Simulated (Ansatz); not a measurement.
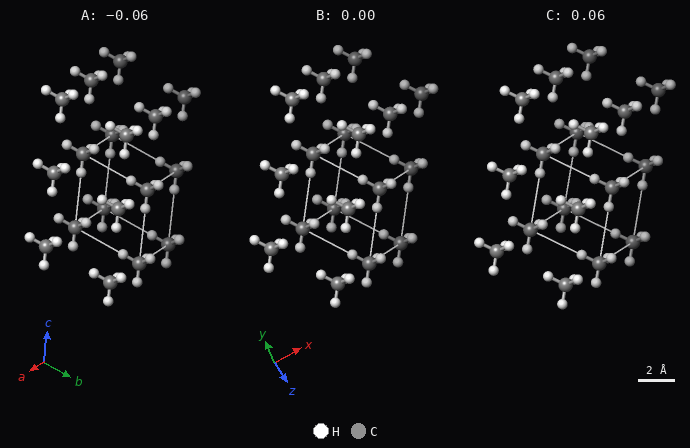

Crystalline H$_{4}$C (I-43m): the cell is strained along x alone, with the atoms kept at their fractional coordinates. x, y and z are the Cartesian axes of the input. A ball-and-stick model of the cell of the calculation, repeated 2 × 1 × 2 with one cell outlined, seen slightly off an axis.

Theory: Ansatz, DFT PBEsol, scalar-relativistic, plane waves, PAW. Set-up: plane-wave cutoff 420 eV; k-point mesh 6 × 6 × 6; occupations gaussian; smearing width 0.05 eV; no spin polarisation. Energies (free energies at the smearing named) are counted from the cell as listed in its source, which wasn't relaxed.

Q: Rank the frames from lowest to highest energy.

A: Lowest first: B (the strain 0.00, 0.0 meV/atom), C (the strain 0.06, 4.3 meV/atom), A (the strain −0.06, 14.9 meV/atom). Over the whole scan: of the computed points the lowest is at the strain 0.015, −0.7 meV/atom. At the ends of the scan the energy is 14.9 meV/atom (−0.06) and 4.3 meV/atom (0.06). The unrelaxed reference is under a pressure of 1.1 GPa, which tilts the curve. The distortion takes the space group from I-43m to I-42m. At the strain −0.06 the cell of the drawing goes a 4.294 → 4.210 Å, b 4.294 → 4.210 Å, c 4.294 → 4.210 Å, α 109.5° → 112.8°, β 109.5° → 107.8°, γ 109.5° → 107.8°.
